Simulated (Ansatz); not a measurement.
A series of calculations on SiNi

Part 1: Relaxation

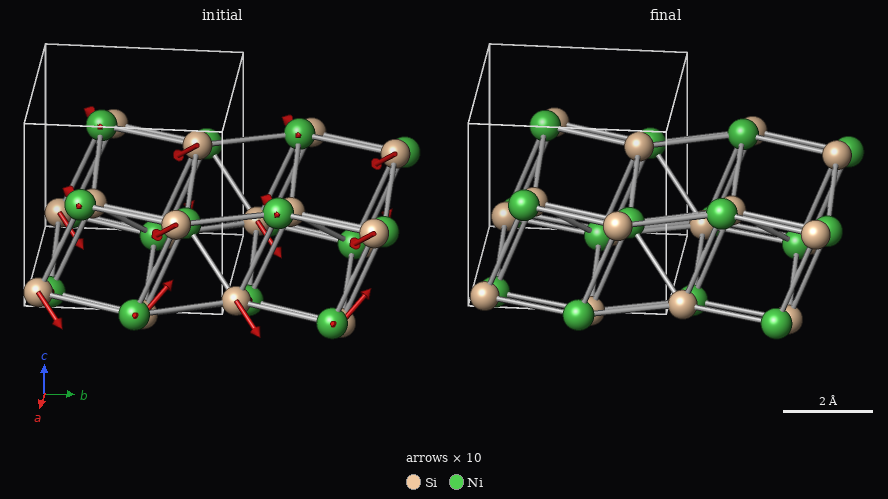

The structure of solid SiNi (set up in P2_13) before (left) and after (right) a relaxation, at one scale. The red arrows give the displacements, 10 times their true length.

A ball-and-stick model of the cell of the calculation, repeated 2 × 2 × 1 with one cell outlined, seen from a free direction.

Case: the database's cell, atoms relaxed.

Level of theory: Ansatz, DFT PBEsol, scalar-relativistic, plane waves, PAW.

The input:
```yaml
crystal:
  lattice:
    - [4.49678, 0.0, 0.0]
    - [0.0, 4.49678, 0.0]
    - [0.0, 0.0, 4.49678]
  atoms:
    - { symbol: Si, position: [0.8601, 0.8601, 0.8601] }
    - { symbol: Si, position: [0.6399, 0.1399, 0.3601] }
    - { symbol: Si, position: [0.3601, 0.6399, 0.1399] }
    - { symbol: Si, position: [0.1399, 0.3601, 0.6399] }
    - { symbol: Ni, position: [0.147, 0.147, 0.147] }
    - { symbol: Ni, position: [0.353, 0.853, 0.647] }
    - { symbol: Ni, position: [0.647, 0.353, 0.853] }
    - { symbol: Ni, position: [0.853, 0.647, 0.353] }
basis:
  ecutwfc: 420
kpoints:
  mp_grid: { grid: [8, 8, 8] }
hamiltonian:
  xc: pbesol
scf:
  occupations: { method: gaussian, width: 0.1 }
output:
  forces: true
  stress: true
  eigenvalues: true
relax:
  adjacent_minimum: "off"
  f_tol: 0.01
  max_steps: 40
```

Launched with:
```bash
ansatz run input.yaml --threads 2 --pin off --max-ram 5120MiB --backend cpu --events-out ev --progress --plain --runs-dir out
```

Question: What changed between the two?

Answer: Over 4 geometry steps the energy falls by 31.3 meV per atom. The largest force component goes from 0.67 to 0.0029 eV/Å. The largest moves, 0.11 Å, are those of Si1, Si2, Si3 and Si4. Si2 goes along [1 1 −1]. Largest moves by element: Si 0.11 Å, Ni 0.01 Å. The cell doesn't change. Near-neighbour distances that change, for instance: Si1–Ni5 2.235 → 2.356 Å, Si1–Ni6 2.474 → 2.397 Å, Si1–Ni6 (another image) 2.415 → 2.439 Å. The space group stays P2_13 (No. 198).

Part 2: Relaxation

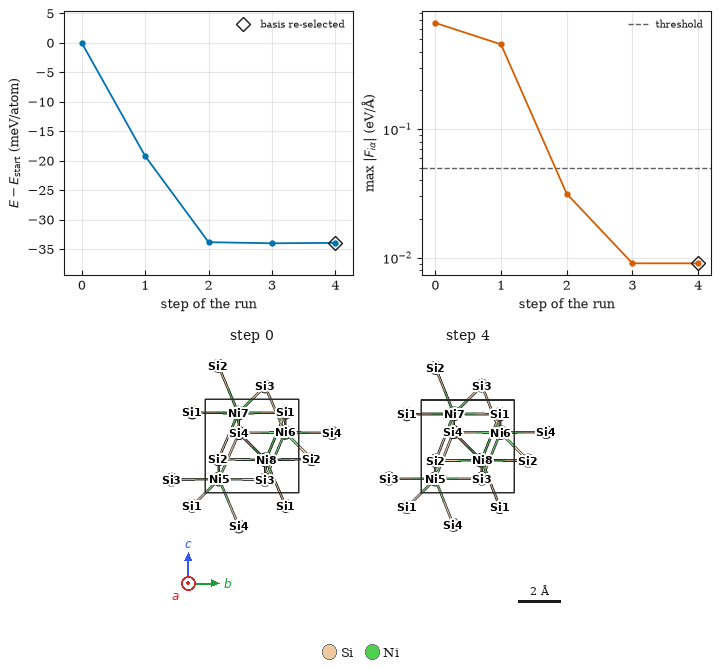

First and last geometry of a relaxation of a crystal of SiNi (set up in P2_13) (coarse preliminary run), with the history of the run. Style: ball-and-stick. Shown: the cell of the calculation, along the a axis.

Theory: DFT PBEsol, scalar-relativistic, plane waves, PAW (Ansatz). Set-up: plane-wave cutoff 420 eV; k-point mesh 4 × 4 × 4; occupations gaussian; smearing width 0.1 eV; no spin polarisation; cell and atoms relaxed; force threshold 0.05 eV/Å; at most 80 steps.

### What do the curves and the structures tell?

It converged. The largest moves relative to the cell, 0.11 Å, are those of Si1, Si2, Si3 and Si4. Si1 goes along [−1 −1 −1]. By element the largest moves are Si 0.11 Å, Ni 0.01 Å. The volume changes by −1.8 %, with a = b = c 4.497 → 4.469 Å (−0.6 %). Near-neighbour distances that change, for instance: Si1–Ni5 2.235 → 2.342 Å, Si1–Ni6 2.474 → 2.382 Å, Si1–Ni6 (another image) 2.415 → 2.423 Å. The space group stays P2_13 (No. 198). The energy falls by 33.9 meV per atom in 3 accepted moves (4 points after the start). The largest force component goes from 0.67 to 0.0091 eV/Å. The pressure goes from −2.46 to −0.08 GPa. The SCF was repeated once at an unchanged geometry on a basis and grid sized afresh for the cell, which shifted the energy by 0.1 meV per atom at most.

| step | E − E(0), meV/atom | largest force component, eV/Å | pressure, GPa | volume, Å³/atom | note |
| --- | --- | --- | --- | --- | --- |
| 0 | 0.00 | 0.6700 | -2.46 | 11.366 |  |
| 1 | -19.21 | 0.4563 | -0.97 | 11.233 |  |
| 2 | -33.81 | 0.0315 | 0.63 | 11.120 |  |
| 3 | -34.00 | 0.0091 | -0.08 | 11.156 |  |
| 4 | -33.93 | 0.0091 | -0.08 | 11.156 | same geometry, new basis |

Part 3: A change

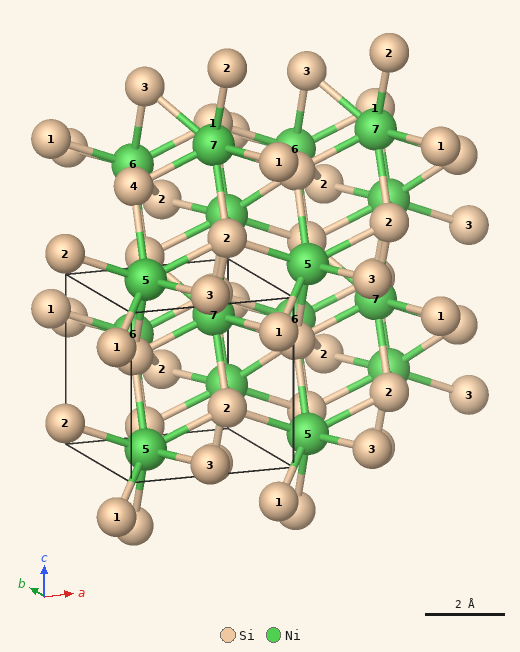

The starting point is crystalline SiNi (set up in P2_13). Style: ball-and-stick. Shown: the cell of the calculation, repeated 2 × 1 × 2 with one cell outlined, slightly off an axis.

Level of theory: DFT PBEsol, scalar-relativistic, plane waves, PAW in Ansatz 0.2.0. Set-up: plane-wave cutoff 420 eV; k-point mesh 8 × 8 × 8; occupations gaussian; smearing width 0.1 eV; no spin polarisation.

Change: The volume is changed by −6.0 %. The atoms are relaxed in that cell.

> What is the effect?

Energy change: +28.3 meV per atom. The pressure goes from 0.0 to 14.4 GPa. The drawn cell changes as follows: a = b = c 4.468 → 4.377 Å (−2.0 %); the volume changes by −6.0 %. The largest moves relative to the cell, 0.007 Å, are those of Ni atoms. Largest moves by element: Ni 0.007 Å, Si 0.003 Å. Near-neighbour distances before and after: Ni–Si 2.421 → 2.365 Å, Ni–Si 2.383 → 2.339 Å, Ni–Si 2.341 → 2.298 Å. The space group stays P2_13 (No. 198).

The changed structure in the same view:

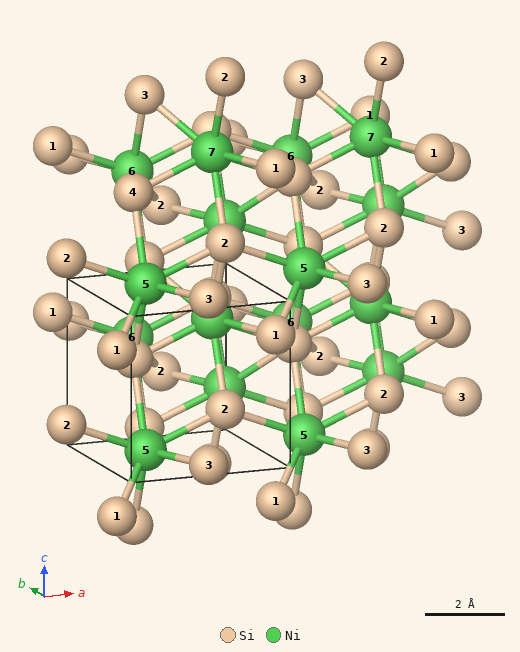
